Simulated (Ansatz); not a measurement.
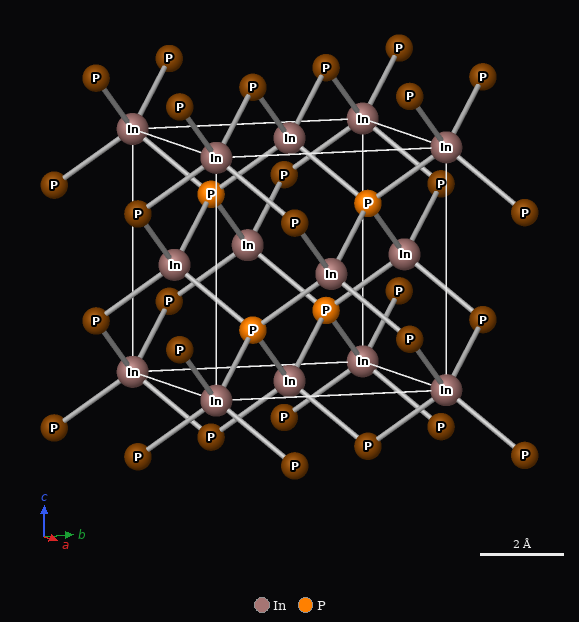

Figure 1. The structure (ball-and-stick view of the cell 4 times as large as that of the calculation, set on its symmetry axes, seen slightly off an axis; neighbours outside the cell are drawn fainter). An atom can appear more than once, as a periodic image.

## Single-point calculation, with input and output: InP

The run: single-point calculation of InP (F-43m, 2 atoms in the cell). Method and program: DFT r2SCAN, scalar-relativistic, plane waves, PAW, no spin polarisation (Ansatz 0.2.0).

The structure derives from an entry of the Crystallography Open Database.

## What the program printed
```
scf.n_extra_bands = 6 over 9 filled bands (N_el = 18.0): the run solves 15 bands
Engine: ansatz 0.2.0, aarch64-unknown-linux-gnu
Pseudopotentials: kind: paw
Pseudopotential: In, paw, valence charge 13, recommended cutoff 500 eV (meta_gga), In.paw.azcp
Pseudopotential: P, paw, valence charge 5, recommended cutoff 500 eV (meta_gga), P.paw.azcp
Functional definition: r2SCAN
  parameter k0 = 0.174
  parameter k1 = 0.065
  parameter a1 = 4.9479
  exchange = r2scan_x(k0 = k0, k1 = k1, a1 = a1)
  correlation = r2scan_c
Crystal: 2 atoms, lattice volume = 51.531 Å³
Basis set: ecut = 500 eV, 1291 PW (Γ), exchange–correlation on 128×128×128 points (64 copies of the dense FFT grid, shifted against one another)
Bands: 15, of which v1, the nominal top of the filled ones, is band 9 counted from 1 (8 counted from 0)
Symmetry: 24 space group operations
Space group: F-43m (ITA 216), of the structure as read, at distance tolerance 3.7e-5 Å
k-points: 29 of 512 (time reversal used)
Non-local potential: In, projectors of the file, l = 0: 2, l = 1: 2, l = 2: 2, l = 3: 2
Non-local potential: P, projectors of the file, l = 0: 2, l = 1: 2, l = 2: 2
PAW form: soft (Blöchl's): semilocal exchange-correlation on the pseudo side does not see the compensation charge
PAW frozen core: In, regenerated for the run's functional (the file was generated under x = pbe(κ = 0.804, μ = 0.2195149727645171), c = pbe(β = 0.06672455060314922))
PAW frozen core: P, regenerated for the run's functional (the file was generated under x = pbe(κ = 0.804, μ = 0.2195149727645171), c = pbe(β = 0.06672455060314922))
PAW one-centre angular grid: In, 590 points (default); XC on 289 of its mesh's 2783 points in the sphere
PAW one-centre angular grid: P, 302 points (default); XC on 160 Gauss nodes
Initial density: superposition of atomic densities (neutral atoms: chi_scale 0, normalization atom), corrected by the library's trained network
Initial wavefunctions: pseudopotential atomic-orbital guess
Functional: x = r2scan, c = r2scan; τ floored in thin density (d = 2e-4 eV/Å³)
SCF iter   1: F=—  HF=-6371.731172 eV  |F-HF|=—  |Δ(HF+E_count)|=         —  Δρ=6.92e-3  dr2=1.89e-2  dr2_τ=1.03e-2  ethr=1.77e-3  ⟨swp⟩=6.3  Hψ=2877  notcnv=0
preconditioner: auto → none  [insulator: Δε(μ)=0.968 eV  Ē_g=17.055 eV  σ=0.020 eV  W_gap=1.00  n_scr=14 (ndim 8)  ℏωp=21.9 eV  f_vac=0.023  D(μ)=0.00/eV (n_scr^D=0)  ε∞_Penn≈2.7]
SCF iter   2: F=—  HF=-6371.737979 eV  |F-HF|=—  |Δ(HF+E_count)|=   6.81e-3  Δρ=1.80e-3  dr2=2.04e-3  dr2_τ=1.17e-4  ethr=1.05e-4  ⟨swp⟩=3.0  Hψ=1171  notcnv=0  defer=47
SCF iter   3: F=—  HF=-6371.737928 eV  |F-HF|=—  |Δ(HF+E_count)|=   5.13e-5  Δρ=1.08e-3  dr2=3.67e-4  dr2_τ=1.06e-5  ethr=1.13e-5  ⟨swp⟩=3.0  Hψ=770  notcnv=0  defer=47
SCF iter   4: F=—  HF=-6371.738021 eV  |F-HF|=—  |Δ(HF+E_count)|=   9.36e-5  Δρ=3.81e-4  dr2=4.53e-5  dr2_τ=8.04e-7  ethr=2.04e-6  ⟨swp⟩=1.8  Hψ=454  notcnv=0  defer=47
SCF iter   5: F=—  HF=-6371.738031 eV  |F-HF|=—  |Δ(HF+E_count)|=   9.18e-6  Δρ=6.09e-5  dr2=1.13e-6  dr2_τ=3.13e-8  ethr=2.51e-7  ⟨swp⟩=2.1  Hψ=614  notcnv=0  defer=47
SCF iter   6: F=-6371.738031 eV  HF=-6371.738031 eV  |F-HF|=9.05e-9  |Δ(HF+E_count)|=   3.20e-7  Δρ=1.07e-5  dr2=3.79e-8  dr2_τ=1.21e-9  ethr=5.56e-10  ⟨swp⟩=14.7  Hψ=3419  notcnv=0
SCF 1 converged in 6 iterations: F = -6371.738031 eV  dr2 = 3.79e-8
  greatest PAW one-centre occupation: 0.981 electrons in one spin orbital (limit 2), on the In atom at site 0 (counted from 0), in its partial waves of l = 2
NSCF: frozen V_eff on 86 k-points
NSCF: frozen V_eff on 72 k-points
SCF converged after 6 iterations
Free energy (F): -6371.738031 eV
Harris-Foulkes:  -6371.738031 eV  (|F-HF|=9.05e-9)
Internal energy: -6371.738031 eV  (E = F + TS)
E sigma→0 (E₀):  -6371.738031 eV
Fermi energy:    7.035677 eV
--- Per-component energies (eV) ---
  E_band       = -66.020623
  E_kinetic    = 312.658861
  E_local      = -1413.858169  (includes V_loc(G=0)·N_el)
  E_nonlocal   = 401.511379
  E_hartree    = 558.386686
  E_xc         = -258.755614
  E_vxc        = -170.897142  (∫ρ·V_xc dr)
  E_paw        = -4761.381968  (= ΣΔE_a)
  E_vpaw       = -322.416826  (= ΣTr[D̂ρ^β])
  E_aug_tail   = 0.000008  (compensation charges beyond the density's cutoff)
  E_vtau       = 10.211746  (kinetic-family band-sum trace: ∫τ·v_τ [+ j·A + Jᵃ·Aᵃ] dr)
  E_ewald      = -1211.173918
  E_core_change = 0.874704  (= ΣΔE_core)
  E_smearing   = -0.000000  (= −TS)
  E_closure    = 0.000000  (closes the sum)
  Σ components = -6371.738031   (vs F -6371.738031, Δ=0.00e0)
--- Forces (eV/Å), atoms counted from 1 ---
  atom   1  In     0.00000000    -0.00000000    -0.00000000
  atom   2  P     -0.00000000     0.00000000    -0.00000000
  max |Σ_I F_I| component: 2.78e-17 eV/Å
--- Stress (GPa, compression-positive) ---
       -0.011429      -0.000000      -0.000000
       -0.000000      -0.011429       0.000000
        0.000000       0.000000      -0.011429
  P = ⅓ Tr σ = -0.0114 GPa (-0.114 kbar)
--- Band table (eV; the first three rows and the last of 29) ---
  k-point 0: bands = ["-8.1405", "-8.1405", "-8.1405", "-7.9846", "-7.9846", "-5.3137", "6.5217", "6.5217", "6.5217", "7.5492", "10.9477", "10.9477", "10.9477", "15.5332", "16.3550"]
  k-point 1: bands = ["-8.1596", "-8.1331", "-8.1331", "-7.9844", "-7.9844", "-5.1328", "5.0248", "6.3377", "6.3377", "8.4586", "11.0964", "11.2274", "11.2274", "15.7274", "15.7274"]
  k-point 2: bands = ["-8.2031", "-8.1173", "-8.1173", "-7.9818", "-7.9818", "-4.6298", "3.0832", "5.9667", "5.9667", "8.6209", "11.6544", "11.6544", "12.2007", "15.5110", "15.5110"]
  k-point 28: bands = ["-8.2954", "-8.0790", "-8.0445", "-8.0041", "-7.9694", "-2.8675", "0.9078", "3.5612", "3.6264", "11.0924", "11.2086", "12.4958", "13.0962", "17.2654", "18.2615"]
--- Löwdin populations: 2 sites ---
  site symbol       q [e]
     0     In     12.6565
     1      P      5.2978
  spilling = 0.002541 (of n_electrons = 18.000000)
--- Bader charges: 2 sites ---
  site symbol  charge [e]  shift [e]
     0     In      0.9703     0.0034
     1      P     -0.9703     0.0034
  estimated error of the sums over rays = 3.4e-4 e
```

## File bader_charges.tsv
```
# site	symbol	x_ang	y_ang	z_ang	partial_charge_e	electrons	volume_ang3	relative_density_drop	shared_charge_e	partial_wave_shift_e
# quadrature_error_electrons = 3.4e-4
0	In	0.0000	0.0000	0.0000	0.97032	48.02968	21.59	-	0.97032	0.00339
1	P	1.4768	1.4768	1.4768	-0.97032	15.97032	29.95	-	-0.97032	0.00339
```

## File populations.tsv
```
# site	symbol	l	j	q
# orbitals = lowdin
# n_electrons = 18.000000
# spilling = 0.002541
0	In	0_5S	-	1.006544
0	In	1_5P	-	1.668815
0	In	2_4D	-	9.981125
1	P	0_3S	-	1.404922
1	P	1_3P	-	3.892864
```

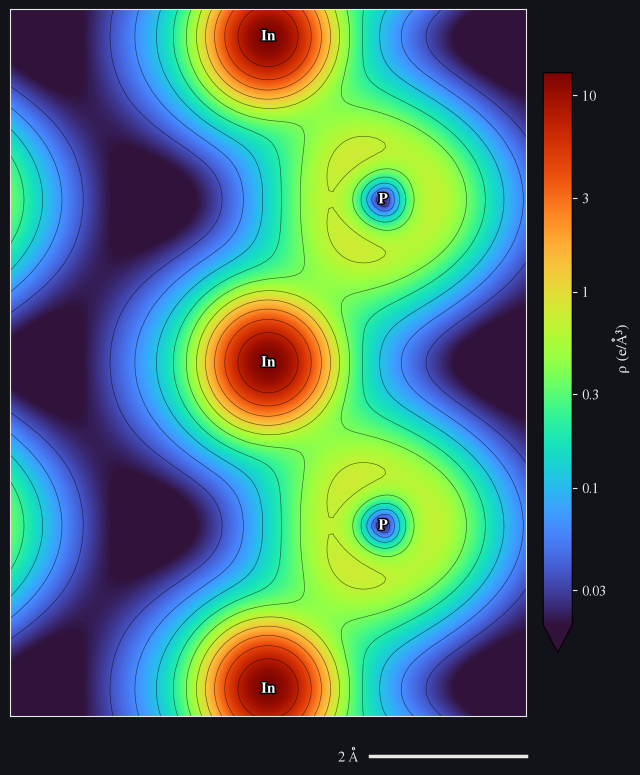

Figure 2. Valence pseudo-density on the (101) plane of the conventional cell. Atoms in the plane: In and P. In–P (2.56 Å): ρ at the midpoint is about 0.45 e/Å³. Away from the nuclei the density in this plane falls to 0.01 e/Å³ at its lowest. In a PAW calculation such maps are meaningful between the atoms, not at the nuclei.

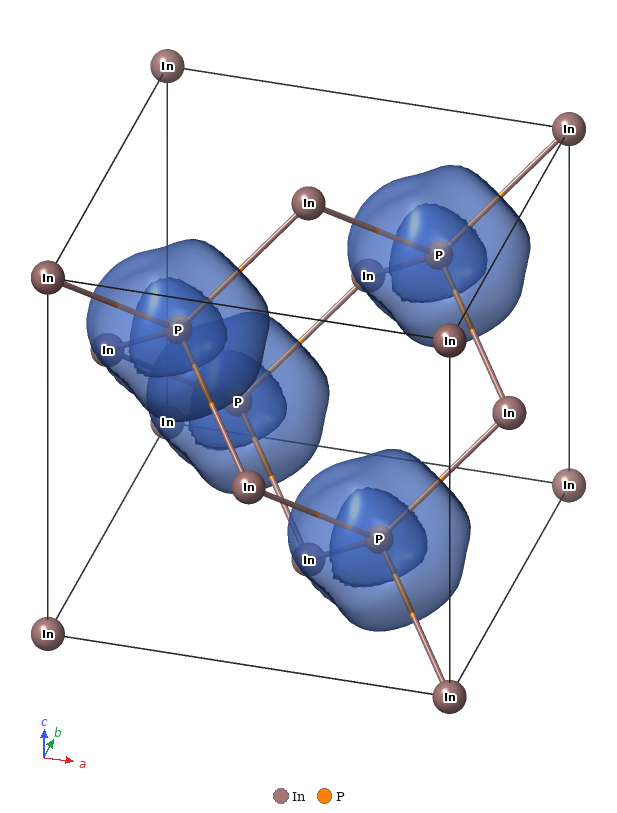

Figure 3. Isosurface of the electron localisation function at 0.7 (blue), seen at an oblique angle. Only the valence region is drawn (cores and ρ < 0.01 e/Å³ removed). Sticks mark near contacts. The outline is the cell set on symmetry axes. Along the contacts the grid gives the following. In–P (2.56 Å): the ELF is about 0.55 at the midpoint.

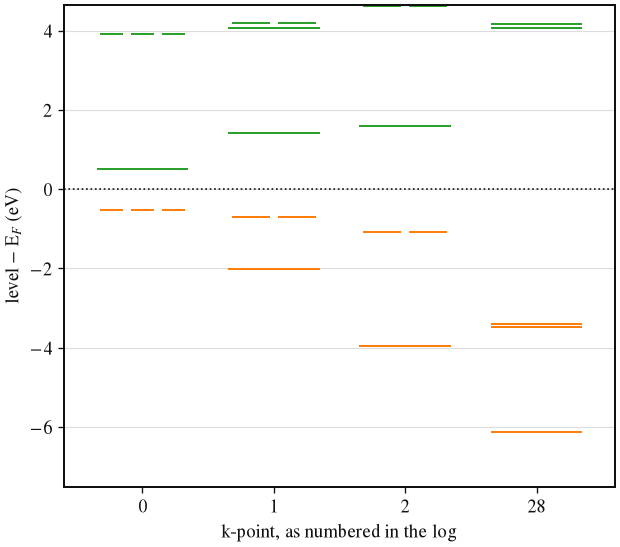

Figure 4. Kohn–Sham levels near the Fermi level (dotted) at the few k-points that the log prints; levels within 0.02 eV of each other stand side by side. Among these points the highest filled and lowest empty levels are 1.03 eV apart, which is the gap on the mesh.

This output came from the following input.

## Input file
```yaml
crystal:
  lattice:
    - [0.0, 2.9535689137, 2.9535689137]
    - [2.9535689137, 0.0, 2.9535689137]
    - [2.9535689137, 2.9535689137, 0.0]
  atoms:
    - { symbol: In, position: [0.0, 0.0, 0.0] }
    - { symbol: P, position: [0.25, 0.25, 0.25] }
basis:
  ecutwfc: 500
kpoints:
  mp_grid: { grid: [8, 8, 8] }
  band_path:
    path:
      - [[0.0, 0.0, 0.0], [-0.5, -0.5, 0.0], [-0.375, -0.375, 0.25]]
      - [[-0.375, 0.0, 0.375], [0.0, 0.0, 0.0], [0.0, 0.0, 0.5], [-0.5, -0.25, 0.25], [-0.5, -0.5, 0.0]]
    npoints: 14
hamiltonian:
  xc: r2scan
scf:
  occupations: { method: gaussian, width: 0.02 }
  n_extra_bands: 6
output:
  forces: true
  stress: true
  eigenvalues: true
  populations: true
  dos: { projected: true, de: 0.02, nscf_kmesh: { grid: [12, 12, 12] } }
  bader: true
  write_density: true
  write_potential: true
  elf: true
  volumetric_format: npy
```

Launched with:
```bash
ansatz run input.yaml --threads 1 --pin off --max-ram 2560MiB --backend cpu --events-out ev --progress --plain --runs-dir out
```

## Key numbers

```json
{"quantity": "outcome", "value": "converged"}
{"quantity": "space group (tolerance 0.01 Å)", "value": "F-43m (216)"}
{"quantity": "electrons treated", "value": "18"}
{"quantity": "free energy", "value": "−6371.7380 eV"}
{"quantity": "Fermi energy", "value": "7.036 eV"}
{"quantity": "gap on the k-point mesh", "value": "1.03 eV"}
{"quantity": "gap on the band path", "value": "1.03 eV"}
{"quantity": "pressure", "value": "−0.01 GPa"}
{"quantity": "largest force (length of the vector)", "value": "under 0.001 eV/Å"}
{"quantity": "hardware", "value": "1 thread of Arm Neoverse V1, 24 GiB of memory available, shared host"}
{"quantity": "wall time", "value": "38 s"}
{"quantity": "peak memory", "value": "0.45 GiB"}
```
